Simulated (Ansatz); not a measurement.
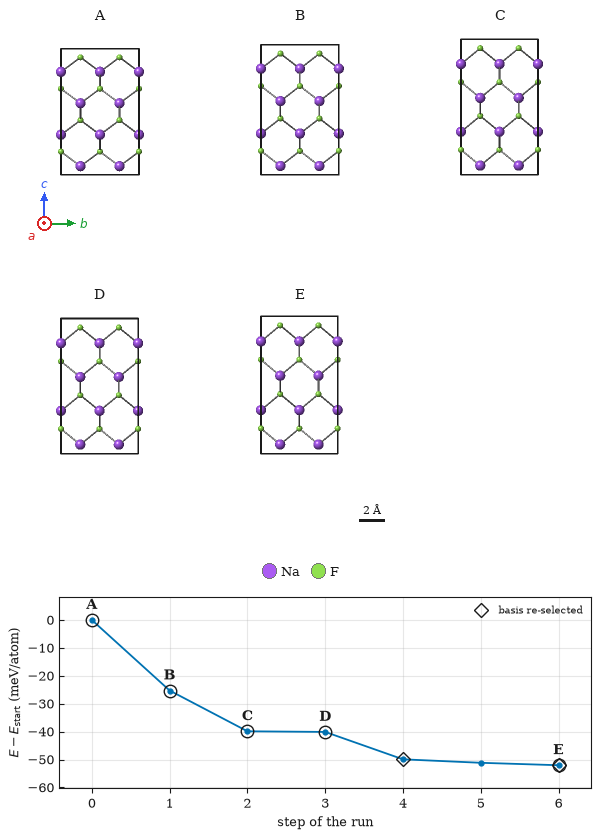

Frames of a relaxation of a crystal of NaF (a generated structure, set up in Fdd2) (coarse preliminary run), marked on the history of the run. Style: ball-and-stick. Shown: the conventional cell (4 times the calculation's cell), along the a axis. Lengths and directions refer to the drawn axes.

Method: DFT PBE, scalar-relativistic, plane waves, PAW in Ansatz.

Input file:
```yaml
crystal:
  lattice:
    - [0.0, 3.24296804, 5.2300677]
    - [1.56520326, 0.0, 5.2300677]
    - [1.56520326, 3.24296804, 0.0]
  atoms:
    - { symbol: Na, position: [0.18266946, 0.18266946, 0.81733054] }
    - { symbol: Na, position: [0.43266946, 0.43266946, 0.06733054] }
    - { symbol: F, position: [0.81733054, 0.81733054, 0.18266946] }
    - { symbol: F, position: [0.06733054, 0.06733054, 0.43266946] }
basis:
  ecutwfc: 420
kpoints:
  mp_grid: { grid: [6, 6, 6] }
hamiltonian:
  xc: pbe
scf:
  occupations: { method: gaussian, width: 0.1 }
  lower_state_search: "off"
output:
  forces: true
  stress: true
  eigenvalues: true
relax:
  adjacent_minimum: "off"
  f_tol: 0.04
  max_steps: 70
  cell: { stress_tol: 0.4 }
```

Run as
```bash
ansatz run input.yaml --threads 1 --pin off --max-ram 2560MiB --backend cpu --events-out ev --progress --plain --runs-dir out
```

> What happens along the run?

The largest moves relative to the cell, 0.006 Å, are those of Na1, Na2, F3 and F4. F4 goes along +c. Largest moves by element: F 0.006 Å, Na 0.006 Å. Cell: a 3.130 → 3.289 Å (+5.1 %), b 6.486 → 6.375 Å (−1.7 %), c 10.460 → 11.429 Å (+9.3 %). Volume +12.8 %. Near-neighbour distances that change, for instance: Na1–Na2 3.175 → 3.373 Å, Na1–Na1 3.130 → 3.289 Å, Na1–F3 2.106 → 2.244 Å, Na1–F4 2.167 → 2.233 Å. Bond angles that change, for instance: F3–Na2–F3 112.3° → 106.9°, Na2–F3–Na2 112.3° → 106.9°, F3–Na2–F4 129.9° → 132.5°. The space group stays Fdd2 (No. 43). The energy falls by 52.0 meV per atom in 4 accepted moves (6 points after the start). The largest force component goes from 0.36 to 0.002 eV/Å. The pressure goes from 7.42 to 0.23 GPa. The SCF was repeated twice at an unchanged geometry on a basis and grid sized afresh for the cell, which shifted the energy by 9.8 meV per atom at most. From step 0 to 1: volume +4.2 %, energy −25.3 meV per atom. From step 1 to 2: volume +5.7 %, energy −14.6 meV per atom. From step 2 to 3: volume +0.5 %, energy −0.2 meV per atom. From step 3 to 6: volume +1.9 %, energy −11.9 meV per atom.

| step | E − E(0), meV/atom | largest force component, eV/Å | pressure, GPa | volume, Å³/atom | note |
| --- | --- | --- | --- | --- | --- |
| 0 | 0.00 | 0.3607 | 7.42 | 13.274 |  |
| 1 | -25.27 | 0.2423 | 4.30 | 13.828 |  |
| 2 | -39.88 | 0.0721 | 0.28 | 14.622 |  |
| 3 | -40.11 | 0.0322 | 0.04 | 14.691 |  |
| 4 | -49.92 | 0.0321 | 1.17 | 14.691 | same geometry, new basis |
| 5 | -51.16 | 0.0021 | 0.20 | 14.977 |  |
| 6 | -52.04 | 0.0020 | 0.23 | 14.977 | same geometry, new basis |
